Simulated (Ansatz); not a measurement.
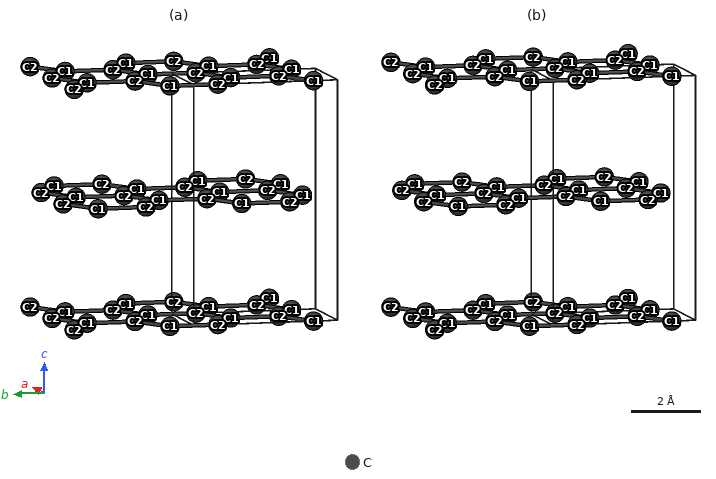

The structure of a crystal of C (set up in Fmmm) before (left) and after (right) a relaxation, at one scale.

Style: ball-and-stick. Shown: the conventional cell (4 times the calculation's cell), repeated 2 × 2 × 1 with one cell outlined, from a free direction. Lengths and directions refer to the drawn axes.

Case: volume × 1.06, shape and atoms relaxed.

All numbers below come from DFT PBE+D3(BJ), scalar-relativistic, plane waves, PAW in Ansatz 0.2.0.

Input file:
```yaml
crystal:
  lattice:
    - [0.0, 2.1562090343, 3.5230002194]
    - [1.2453804334, 0.0, 3.5230002194]
    - [1.2453804334, 2.1562090343, 0.0]
  atoms:
    - { symbol: C, position: [0.1666866216, 0.8333133784, 0.1666866216] }
    - { symbol: C, position: [0.8333133784, 0.1666866216, 0.8333133784] }
basis:
  ecutwfc: 420
kpoints:
  mp_grid: { grid: [18, 18, 18] }
hamiltonian:
  xc: pbe
  dispersion: d3bj
scf:
  occupations: { method: gaussian, width: 0.02 }
output:
  forces: true
  stress: true
  eigenvalues: true
relax:
  adjacent_minimum: "off"
  f_tol: 0.01
  max_steps: 30
  cell: { stress_tol: 0.1, fix: [volume] }
```

Command:
```bash
ansatz run input.yaml --threads 1 --pin off --max-ram 2560MiB --backend cpu --events-out ev --progress --plain --runs-dir out
```

Question: What changed between the two?

Answer: Over 3 accepted moves (5 points after the start) the energy falls by 12.0 meV per cell of the calculation. Largest force component: 0.00089 eV/Å at the start, under 0.0001 eV/Å at the end. The pressure goes from −8.32 to −1.27 GPa. The SCF was repeated twice at an unchanged geometry on a basis and grid sized afresh for the cell, which shifted the energy by 0.4 meV per cell of the calculation at most. No atom moves by more than 0.005 Å relative to the cell. The drawn cell changes at constant volume: a 2.491 → 2.468 Å (−0.9 %), b 4.312 → 4.274 Å (−0.9 %), c 7.046 → 7.175 Å (+1.8 %). Among the contacts that change: C1–C2 1.438 → 1.425 Å. The space group stays Fmmm (No. 69). The run took 47 s on 1 thread of Arm Neoverse V2, on a shared host, peak memory 0.45 GiB.
